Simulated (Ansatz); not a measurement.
KMgF3

```yaml
crystal:
  lattice:
    - [3.98590, 0.00498, 0.00000]
    - [0.00498, 3.98590, 0.00000]
    - [0.00000, 0.00000, 3.98590]
  atoms:
    - { symbol: K, position: [0.50000, 0.50000, 0.50000] }
    - { symbol: Mg, position: [0.00000, 0.00000, 0.00000] }
    - { symbol: F, position: [0.50000, 0.00000, 0.00000] }
    - { symbol: F, position: [0.00000, 0.50000, 0.00000] }
    - { symbol: F, position: [0.00000, 0.00000, 0.50000] }
```

Space group Cmmm; changed on purpose from its base cell (strain +0.0025 x Voigt [0, 0, 0, 0, 0, 1], atoms carried along); computed pressure about 4 GPa in this cell.

The calculation used Ansatz, DFT PBE, scalar-relativistic, plane waves, PAW.

The density is the valence pseudo-density of a PAW calculation; it isn't the true density close to the nuclei.

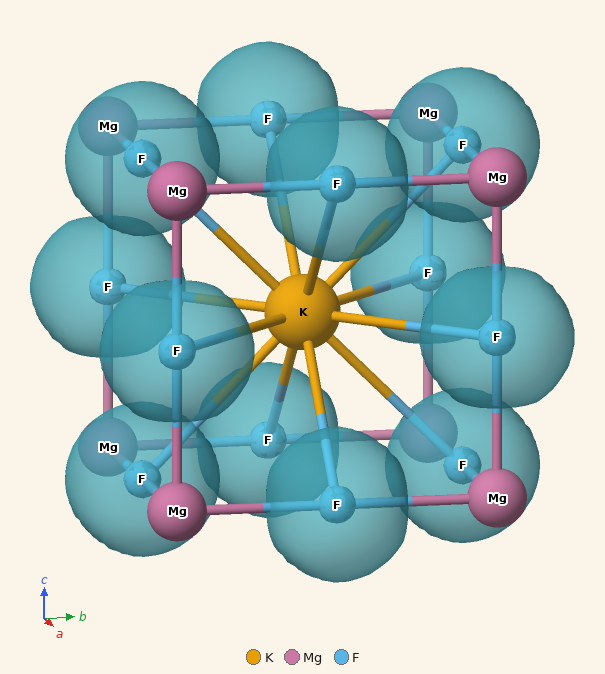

Figure 1. Isosurface of the electron localisation function at 0.6 (cyan), seen slightly off an axis. Only the valence region is drawn (cores and ρ < 0.01 e/Å³ removed). Sticks mark near contacts.

What do the ELF domains correspond to?

Answer. At this value the surface marks out three regions wrapped around F (the valence shell of each), counted in one cell of 5 atoms. Regions shared between cells count once. Along the contacts the grid gives the following. Mg–F (1.99 Å): the ELF peaks at about 0.80 in the valence shell of F, 0.6 Å from its nucleus, and is about 0.25 at the midpoint; an ionic contact with no shared pair. K–F (2.81 Å): the ELF is about 0 at the midpoint: a closed-shell, largely ionic contact.

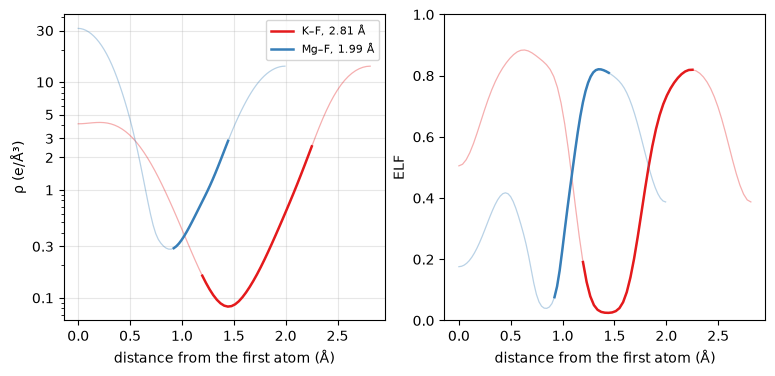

Figure 2. Valence charge density (pseudo) and electron localisation function along straight lines between neighbouring atoms. Thin, pale parts lie inside the atomic spheres.

Compare the contacts.

Answer. K–F (2.81 Å): ρ is about 0.08 e/Å³ halfway; the ELF is about 0 at the midpoint (an ionic contact with no shared pair).
Mg–F (1.99 Å): ρ at the midpoint is about 0.34 e/Å³; the ELF peaks at about 0.80 in the valence shell of F, 0.6 Å from its nucleus, and is about 0.25 at the midpoint: a largely ionic contact.

Does the calculation make it a metal, or give it a gap?

Answer. It is gapped, with a Kohn–Sham gap of 7.3 eV on the k-point mesh (the band edges may lie off the mesh, which would make the gap smaller).
